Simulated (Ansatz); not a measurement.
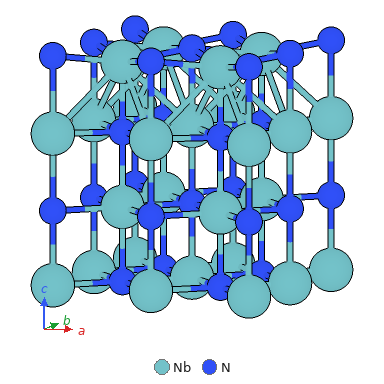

System: H on a slab of content NbN. The picture shows the clean slab (repeated in the plane, vacuum cut away).

Starting cell:
```xyz
8
Lattice="3.0975 0.0000 0.0000 0.0000 3.0975 0.0000 0.0000 0.0000 23.5707" Properties=species:S:1:pos:R:3 pbc="T T T"
Nb    0.0000    0.0000    8.5001
N     1.5488    1.5488    8.5001
Nb    1.5488    1.5488   10.6903
N     0.0000    0.0000   10.6903
Nb    0.0000    0.0000   12.9601
N     1.5488    1.5488   12.9005
Nb    1.5488    1.5488   14.9587
N     0.0000    0.0000   15.2472
```

Computed with Ansatz 0.2.0: adsorption at several starting sites on a slab cut from the named crystal, one adsorbate a surface cell, the lower planes held, the adsorption energy counts from the clean slab and the free, spin-polarised adsorbate, negative where bound, plane waves with PAW datasets, Γ-centred k mesh. Level: PBEsol, no spin polarisation.

crystal formula NbN; crystal space group number 225; Miller index h 1; Miller index k 0; Miller index l 0; top plane NbN; bottom plane NbN; planes 4; surface cell (1, 1); slab thickness as cut 6.57 Å; vacuum 17 Å; surface area 9.594 Å²; wave cutoff 420 eV; k mesh 9×9×1; occupations Gaussian; smearing width 0.1 eV; boundary dipole corrected; adsorbate H.

Sites are named by a rule of distances and placed in fractions of the cell vectors a and b; the slab's top layers relax too; key: 1 = top site at (0.00, 0.00); 2 = hollow site at (0.00, 0.50); 3 = bridge site at (0.75, 0.25).

What does the calculation give for the adsorption energy of each starting site?

The adsorbate slid sideways from no. 3 (by 1.1 Å). Among these starts the lowest is no. 3, at −2.036 eV; the next, no. 1, is 0.062 eV higher.

```csv
starting site,adsorption energy (eV),height over highest slab atom (Å),lateral move (Å),dipole change (e Å)
no. 1,-1.974,1.042,0.00,0.068
no. 2,-1.708,1.340,0.00,-0.115
no. 3,-2.036,1.698,1.09,-0.209
```

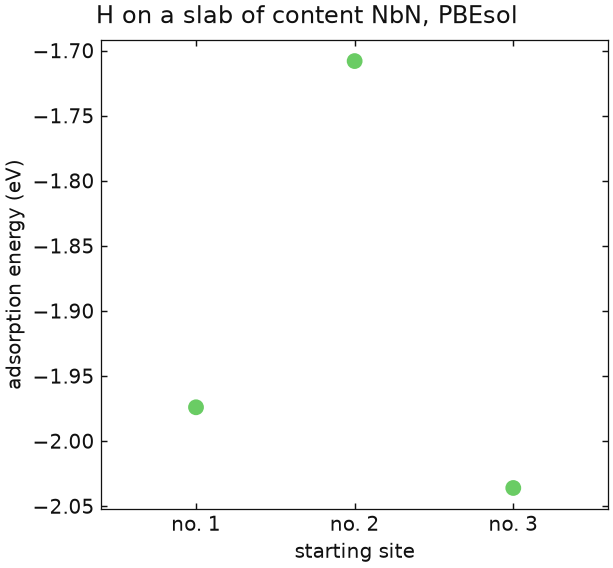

Caveats: no spin polarisation, a magnetic state may lie lower; xc potential rough in thin density.
